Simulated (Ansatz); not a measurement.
## SiC: one change and its effect

System: SiC (P6₃/mmc, 4 atoms in the cell).
Method of run 1: DFT, r2SCAN, plane waves, PAW, no spin polarisation (Ansatz 0.2.0).

The structure was built on a prototype by a generator. The geometry comes from this level: r2SCAN. Text and figures count atoms from 1; the logs count them from 0 in places.

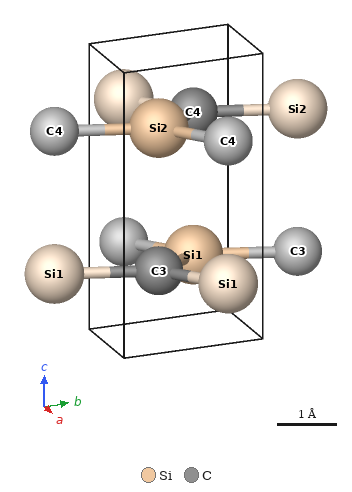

The structure as given in the input (ball-and-stick view of the cell of the calculation, seen slightly off an axis; neighbours outside the cell are drawn fainter; atoms are numbered from 1 in the order of the input).

**The input, run 1**
```yaml
crystal:
  lattice:
    - [3.13733453, 0.0, 0.0]
    - [-1.568667265, 2.7170114032, 0.0]
    - [0.0, 0.0, 4.9327234312]
  atoms:
    - { symbol: Si, position: [0.3333333333, 0.6666666667, 0.25] }
    - { symbol: Si, position: [0.6666666667, 0.3333333333, 0.75] }
    - { symbol: C, position: [0.6666666667, 0.3333333333, 0.25] }
    - { symbol: C, position: [0.3333333333, 0.6666666667, 0.75] }
kpoints:
  mp_grid: { grid: [12, 12, 6] }
  band_path:
    path:
      - [0.0, 0.0, 0.0]
      - [0.5, 0.0, 0.0]
      - [0.3333333333, 0.3333333333, 0.0]
      - [0.0, 0.0, 0.5]
      - [0.5, 0.0, 0.5]
      - [0.3333333333, 0.3333333333, 0.5]
    npoints: 1
hamiltonian:
  xc: r2scan
scf:
  occupations: { method: fermi_dirac, width: 0.02 }
  n_extra_bands: 5
output:
  forces: true
  stress: true
  eigenvalues: true
```

Launched with:
```bash
ansatz run input.yaml --threads 2 --pin off --max-ram 2764MiB --backend cpu --events-out ev --progress --plain --runs-dir out
```

Hardware: 2 threads of Arm Neoverse V1, 24 GiB of memory available, shared host.

**Output, shortened to warnings, some set-up lines, iterations and results (run 1)**
```
Basis set: ecut = 500 eV, 1085 PW (Γ), exchange–correlation on 96×96×144 points (64 copies of the dense FFT grid, shifted against one another)
Symmetry: 24 space group operations
k-points: 76 of 864
Initial density: superposition of atomic densities (neutral atoms: chi_scale 0, normalization atom), corrected by the library's trained network
[...]
SCF iter   1: F=—  HF=-1780.635773 eV  |F-HF|=—  |Δ(HF+E_count)|=         —  Δρ=9.31e-3  dr2=4.05e-2  dr2_τ=4.16e-1  ethr=1.77e-3  ⟨swp⟩=6.0  Hψ=6919  notcnv=0
SCF iter   2: F=—  HF=-1780.709945 eV  |F-HF|=—  |Δ(HF+E_count)|=   7.42e-2  Δρ=4.87e-3  dr2=5.02e-3  dr2_τ=5.56e-4  ethr=2.53e-4  ⟨swp⟩=2.5  Hψ=2563  notcnv=0  defer=72
SCF iter   3: F=—  HF=-1780.710441 eV  |F-HF|=—  |Δ(HF+E_count)|=   4.96e-4  Δρ=1.58e-3  dr2=5.63e-4  dr2_τ=6.33e-5  ethr=3.14e-5  ⟨swp⟩=2.0  Hψ=1223  notcnv=0  defer=72
SCF iter   4: F=—  HF=-1780.710527 eV  |F-HF|=—  |Δ(HF+E_count)|=   8.62e-5  Δρ=1.26e-4  dr2=6.09e-6  dr2_τ=3.02e-7  ethr=3.52e-6  ⟨swp⟩=2.0  Hψ=1523  notcnv=0  defer=72
SCF iter   5: F=—  HF=-1780.710528 eV  |F-HF|=—  |Δ(HF+E_count)|=   7.90e-7  Δρ=3.73e-5  dr2=5.65e-7  dr2_τ=1.57e-8  ethr=3.81e-8  ⟨swp⟩=2.0  Hψ=1502  notcnv=0  defer=72
SCF iter   6: F=-1780.710528 eV  HF=-1780.710528 eV  |F-HF|=1.96e-9  |Δ(HF+E_count)|=   1.09e-7  Δρ=5.14e-6  dr2=6.44e-9  dr2_τ=8.04e-11  ethr=6.25e-10  ⟨swp⟩=9.3  Hψ=5666  …
SCF 1 converged in 6 iterations: F = -1780.710528 eV  dr2 = 6.44e-9
NSCF: frozen V_eff on 6 k-points
SCF converged after 6 iterations
Free energy (F): -1780.710528 eV
Harris-Foulkes:  -1780.710528 eV  (|F-HF|=1.96e-9)
Internal energy: -1780.710489 eV  (E = F + TS)
E sigma→0 (E₀):  -1780.710508 eV
Entropy (-TS):   -0.000040 eV (-0.010 meV/atom)
Fermi energy:    11.749794 eV
--- Per-component energies (eV) ---
  E_band       = 48.890943
  E_kinetic    = 271.676425
  E_local      = -214.419921  (includes V_loc(G=0)·N_el)
  E_nonlocal   = 100.227154
  E_hartree    = 67.484408
  E_xc         = -202.083932
  E_vxc        = -236.896410  (∫ρ·V_xc dr)
  E_paw        = -1240.334944  (= ΣΔE_a)
  E_vpaw       = -18.058617  (= ΣTr[D̂ρ^β])
  E_aug_tail   = 0.000018  (compensation charges beyond the density's cutoff)
  E_vtau       = 11.394417  (kinetic-family band-sum trace: ∫τ·v_τ [+ j·A + Jᵃ·Aᵃ] dr)
  E_ewald      = -563.057283
  E_core_change = -0.202413  (= ΣΔE_core)
  E_smearing   = -0.000040  (= −TS)
  E_closure    = -0.000000  (closes the sum)
  Σ components = -1780.710528   (vs F -1780.710528, Δ=0.00e0)
--- Forces (eV/Å), atoms counted from 1 ---
  atom   1  Si     0.00000000     0.00000000    -0.00000000
  atom   2  Si     0.00000000    -0.00000000     0.00000000
  atom   3  C     -0.00000000    -0.00000000    -0.00000000
  atom   4  C      0.00000000     0.00000000     0.00000000
  max |Σ_I F_I| component: 1.48e-16 eV/Å
--- Stress (GPa, compression-positive) ---
       -0.020902       0.000000       0.000000
        0.000000      -0.020902      -0.000000
        0.000000      -0.000000       0.002334
  P = ⅓ Tr σ = -0.0132 GPa (-0.132 kbar)
```

For run 2 the input was changed thus:
```diff
-  xc: r2scan
+  xc: pbe
```

Predict how the results change.

The total energies belong to different methods, so their difference says nothing on which is more stable or more accurate. The gap of 0.11 eV on the mesh closes. The pressure goes from −0.01 to 3.84 GPa. The functional changes from r2SCAN to PBE. The number of SCF iterations is the same. The default cutoff goes from 500 to 420 eV with the change. The plane waves at Γ go from 1085 to 833.

**Output, shortened to warnings, some set-up lines, iterations and results (run 2)**
```
Basis set: ecut = 420 eV, 833 PW (Γ), exchange–correlation on 48×48×72 points (8 copies of the dense FFT grid, shifted against one another)
Symmetry: 24 space group operations
k-points: 76 of 864
Initial density: superposition of atomic densities (neutral atoms: chi_scale 0, normalization atom), corrected by the library's trained network
[...]
SCF iter   1: F=—  HF=-1772.497207 eV  |F-HF|=—  |Δ(HF+E_count)|=         —  Δρ=4.14e-3  dr2=6.94e-3  ethr=1.77e-3  ⟨swp⟩=6.0  Hψ=6894  notcnv=0
SCF iter   2: F=—  HF=-1772.496353 eV  |F-HF|=—  |Δ(HF+E_count)|=   8.54e-4  Δρ=1.38e-3  dr2=5.77e-4  ethr=4.34e-5  ⟨swp⟩=2.7  Hψ=2431  notcnv=0  defer=71
SCF iter   3: F=—  HF=-1772.496510 eV  |F-HF|=—  |Δ(HF+E_count)|=   1.57e-4  Δρ=3.05e-4  dr2=1.61e-5  ethr=3.61e-6  ⟨swp⟩=2.6  Hψ=1546  notcnv=0  defer=71
SCF iter   4: F=—  HF=-1772.496579 eV  |F-HF|=—  |Δ(HF+E_count)|=   6.92e-5  Δρ=2.15e-5  dr2=1.22e-7  ethr=1.00e-7  ⟨swp⟩=2.2  Hψ=1475  notcnv=0  defer=71
SCF iter   5: F=-1772.496579 eV  HF=-1772.496579 eV  |F-HF|=6.33e-9  |Δ(HF+E_count)|=   1.75e-7  Δρ=4.55e-6  dr2=4.19e-9  ethr=7.65e-10  ⟨swp⟩=2.1  Hψ=1519  notcnv=0  defer=71
SCF iter   6: F=-1772.496579 eV  HF=-1772.496579 eV  |F-HF|=2.25e-11  |Δ(HF+E_count)|=   7.35e-9  Δρ=2.50e-7  dr2=1.82e-11  ethr=2.62e-11  ⟨swp⟩=4.7  Hψ=4295  notcnv=0
SCF 1 converged in 6 iterations: F = -1772.496579 eV  dr2 = 1.82e-11
NSCF: frozen V_eff on 6 k-points
SCF converged after 6 iterations
Free energy (F): -1772.496579 eV
Harris-Foulkes:  -1772.496579 eV  (|F-HF|=2.25e-11)
Internal energy: -1772.496343 eV  (E = F + TS)
E sigma→0 (E₀):  -1772.496461 eV
Entropy (-TS):   -0.000236 eV (-0.059 meV/atom)
Fermi energy:    11.580315 eV
--- Per-component energies (eV) ---
  E_band       = 55.268671
  E_kinetic    = 271.242621
  E_local      = -216.121160  (includes V_loc(G=0)·N_el)
  E_nonlocal   = 103.371442
  E_hartree    = 66.614792
  E_xc         = -210.624090
  E_vxc        = -218.227624  (∫ρ·V_xc dr)
  E_paw        = -1223.922690  (= ΣΔE_a)
  E_vpaw       = -18.226201  (= ΣTr[D̂ρ^β])
  E_aug_tail   = 0.000025  (compensation charges beyond the density's cutoff)
  E_ewald      = -563.057283
  E_smearing   = -0.000236  (= −TS)
  E_closure    = 0.000000  (closes the sum)
  Σ components = -1772.496579   (vs F -1772.496579, Δ=0.00e0)
--- Forces (eV/Å), atoms counted from 1 ---
  atom   1  Si     0.00000000     0.00000000    -0.00000000
  atom   2  Si     0.00000000    -0.00000000     0.00000000
  atom   3  C     -0.00000000    -0.00000000    -0.00000000
  atom   4  C     -0.00000000     0.00000000     0.00000000
  max |Σ_I F_I| component: 1.34e-16 eV/Å
--- Stress (GPa, compression-positive) ---
        5.283242       0.000000       0.000000
        0.000000       5.283242      -0.000000
        0.000000      -0.000000       0.966332
  P = ⅓ Tr σ = 3.8443 GPa (38.443 kbar)
```

**The two runs side by side**

```tsv
quantity	run 1	run 2
outcome	converged	converged
free energy per atom (eV)	−445.1776	−443.1241
gap on the mesh (eV)	0.11	0.00
pressure (GPa)	−0.01	3.84
largest force (eV/Å)	0.000	0.000
SCF iterations	6	6
irreducible k-points	76	76
plane waves at Γ	1085	833
wall time (shared host)	3.6 s	1.8 s
```
